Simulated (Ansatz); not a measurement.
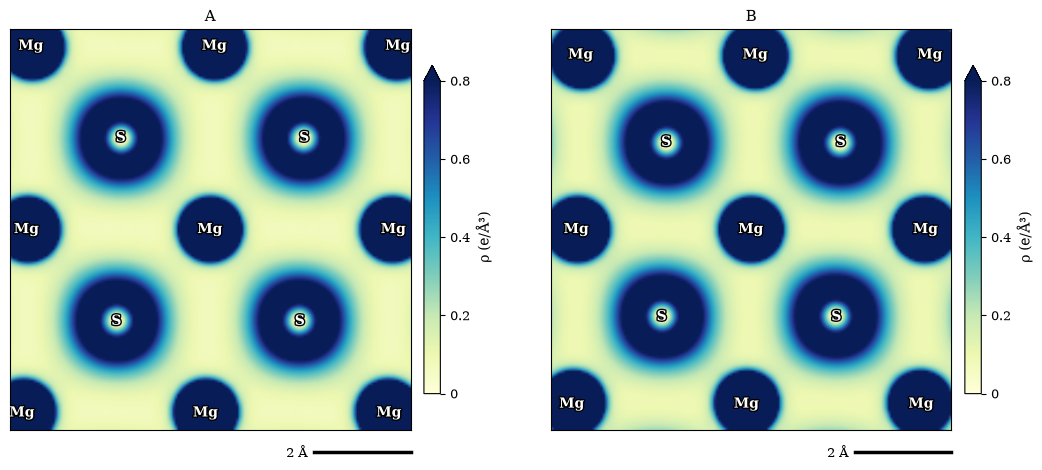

MgS. The valence pseudo-density of two cells that differ in size, on the (101) plane of each (indices in the axes of the calculation cell), at one length scale and on one colour scale; one has 16.7 and the other 19.4 Å³ an atom.

Space group I4/mmm.

Level of theory: DFT PBE, scalar-relativistic, plane waves, PAW (Ansatz 0.2.0).

The density is the valence pseudo-density of a PAW calculation; it isn't the true density close to the nuclei.

The larger cell:

```
Mg S
1.0
     0.00000    2.66669    2.73173
     2.66669    0.00000    2.73173
     2.66669    2.66669    0.00000
Mg S
1 1
Direct
  0.00000 0.00000 0.00000
  0.50000 0.50000 0.50000
```

The smaller cell: a = 3.634 Å, b = 3.634 Å, c = 3.587 Å, α = 60.42°, β = 60.42°, γ = 59.16°.

Which is the denser cell? Describe the effect of the change.

Answer. Panel B is the smaller cell, by 14 % in volume. From the larger cell to the smaller, Mg–S goes from 2.67 to 2.54 Å, and the density at its midpoint from 0.25 to 0.3 e/Å³; the pressure goes from −5 to 6 GPa; the Kohn–Sham gap goes from 2.5 eV to 2.8 eV.
